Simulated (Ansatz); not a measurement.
Sn (slab)

Input file:

```
crystal:
  lattice:
    - [3.4810808106, 0.0, 0.0]
    - [0.0, 4.6186511587, 0.0]
    - [0.0, 0.0, 25.4432424318]
  atoms:
    - { symbol: Sn, position: [0.5, 0.5, 0.2947737506] }
    - { symbol: Sn, position: [0.0, 0.0, 0.3631825004] }
    - { symbol: Sn, position: [0.5, 0.5, 0.4315912502] }
    - { symbol: Sn, position: [0.0, 0.0, 0.5] }
    - { symbol: Sn, position: [0.5, 0.5, 0.5684087498] }
    - { symbol: Sn, position: [0.0, 0.0, 0.6368174996] }
    - { symbol: Sn, position: [0.5, 0.5, 0.7052262494] }
basis:
  ecutwfc: 420
kpoints:
  mp_grid: { grid: [10, 8, 1] }
hamiltonian:
  xc: pbe
scf:
  occupations: { method: gaussian, width: 0.1 }
output:
  forces: true
  eigenvalues: true
  write_density: true
  write_potential: true
  elf: true
  volumetric_format: npy
relax:
  adjacent_minimum: "off"
  f_tol: 0.02
  max_steps: 60
efield:
  axis: 3
  dipole_correction: true
  ramp_width: 0.04
```

Command:

```sh
ansatz run input.yaml --threads 1 --pin off --max-ram 2560MiB --backend cpu --events-out ev --progress --plain --runs-dir out
```

The fields are those of the run's last geometry, not of the input's.

Computed with Ansatz 0.2.0, DFT PBE, scalar-relativistic, plane waves, PAW.

Core electrons are frozen (PAW), and the valence fields are smoothed inside the atomic spheres.

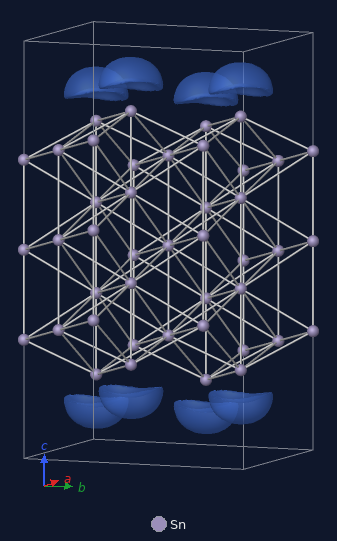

Figure 1. Isosurface of the electron localisation function at 0.55 (blue), seen at an oblique angle. Core shells and regions of very low density are left out. Sticks mark near contacts.

> Identify the bonds, lone pairs and shells in this picture.

The ELF exceeds this value in two lobes on Sn, pointing away from the bonds (lone pairs), counted in one cell of 7 atoms. Counts are for one cell; the picture repeats the cell along the surface. Along the contacts the grid gives the following. Sn–Sn (3.18 Å): the ELF is about 0.45 at the midpoint. Sn–Sn (3.23 Å): the ELF is about 0.40 at the midpoint.

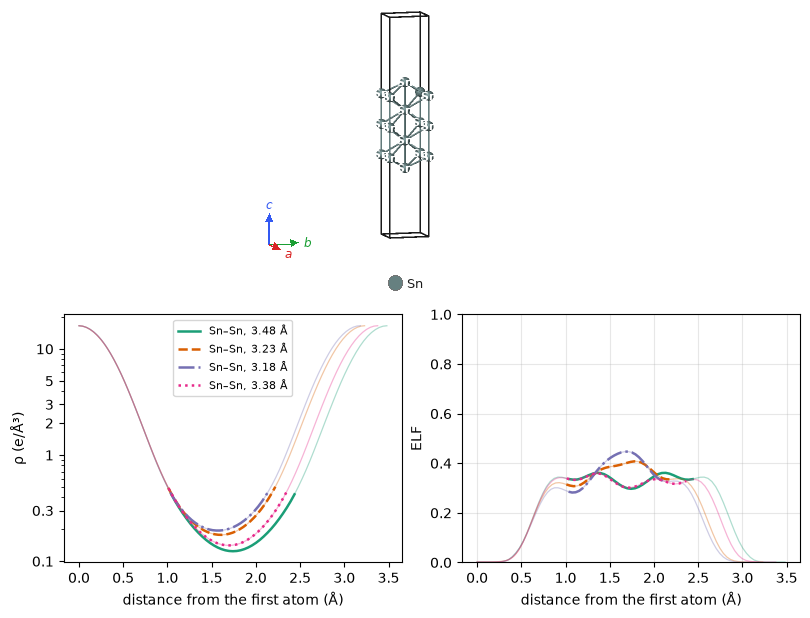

Figure 2. Valence pseudo-density and electron localisation function along straight lines between neighbouring atoms. Thin, pale parts lie inside the atomic spheres. The structure is drawn too.

> What can be read from the curves?

Sn–Sn (3.48 Å): the density is about 0.12 e/Å³ at the midpoint; the ELF is about 0.30 at the midpoint (no shared electron pair shows on this line).
Sn–Sn (3.23 Å): ρ is about 0.18 e/Å³ halfway; the ELF is about 0.40 at the midpoint.
Sn–Sn (3.18 Å): the density is about 0.19 e/Å³ at the midpoint; the ELF is about 0.45 at the midpoint.
Sn–Sn (3.38 Å): the density is about 0.14 e/Å³ at the midpoint; the ELF is about 0.30 at the midpoint.

> Does the calculation give a band gap?

It is metallic or semimetallic at this level of theory: no gap opens.
